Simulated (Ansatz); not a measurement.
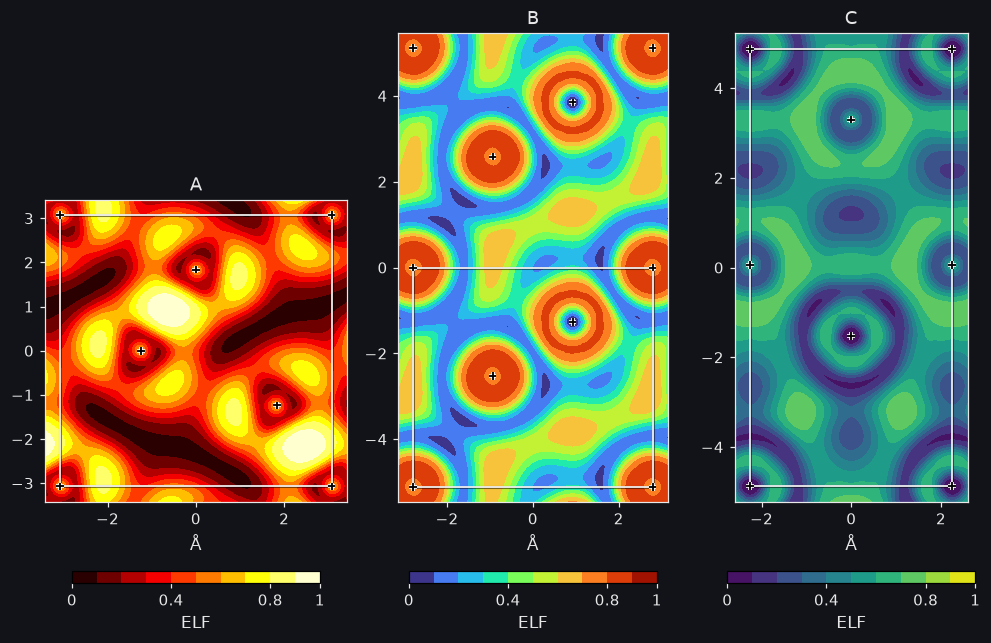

The electron localisation function of 3 systems, each on a plane through atoms (crosses mark nuclei in the plane).

Theory: DFT r2SCAN, scalar-relativistic, plane waves, PAW (Ansatz).

System 1: Hf2N, the (010) plane of the conventional cell. Space group P-31m; computed without spin polarisation.

System 2: Ti3Si, the (110) plane of the conventional cell. Space group P6₃/mmc; a structure from a database of computed crystals, not necessarily the ambient phase; computed without spin polarisation.

System 3: Si, the (001) plane of the conventional cell. Space group Ibca; changed on purpose from its base cell (strain -0.0750 x Voigt [1, 1, 0, 0, 0, 0], atoms carried along); not relaxed (largest force 1.3 eV/Å); computed pressure about 22 GPa in this cell.

Which map belongs to which system?

Answer. Panel A is system 3, Si: the plane holds Si. Si–Si (2.21 Å): the ELF peaks at about 0.95 between the atoms. Panel B is system 1, Hf2N: the plane holds Hf and N. Hf–N (2.25 Å): the ELF peaks at about 0.80 in the valence shell of N, 0.7 Å from its nucleus, and is about 0.15 at the midpoint; no localised pair shows between them. Panel C is system 2, Ti3Si: the plane holds Ti and Si. Ti–Si (2.75 Å): the ELF peaks at about 0.70 in the valence shell of Si, 1.0 Å from its nucleus, and is about 0.40 at the midpoint.
